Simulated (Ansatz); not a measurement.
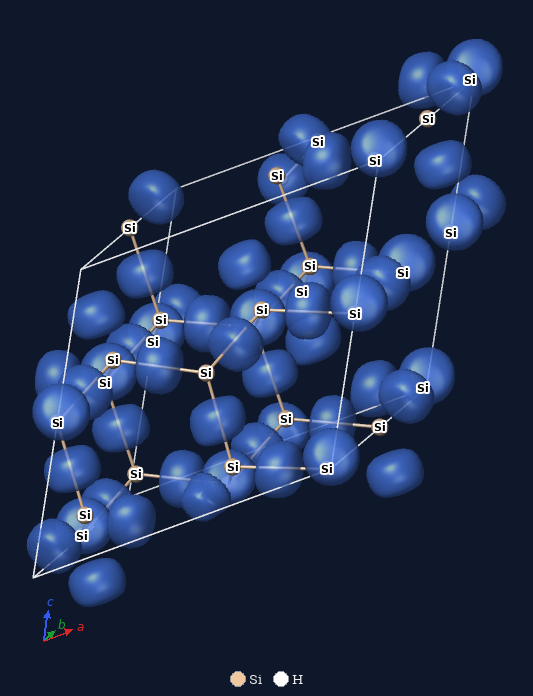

Si16H (cell with a defect). Isosurface of the ELF at 0.8 (blue), seen slightly off an axis. Core shells and regions of very low density are left out. Sticks mark near contacts.

The SCF solution may not be the lowest one; the program warned that a starting moment wasn't kept; spin-polarised, but the moments vanished.

These are results of Ansatz 0.2.0, DFT LDA, scalar-relativistic, plane waves, PAW, not measurements.

In a PAW calculation such maps are meaningful between the atoms, not at the nuclei.

> Where are the electrons localised?

The surface consists of 32 regions between bonded Si–Si atoms (shared pairs) and one region around a hydrogen nucleus, counted in one cell of 17 atoms. Regions shared between cells count once.

Values along the shortest contacts:
Si–H (1.68 Å): the ELF climbs to about 1 towards the hydrogen, as it does in any bond to H. Si–Si (2.33 Å): the ELF peaks at about 0.95 between the atoms; a covalent bond.
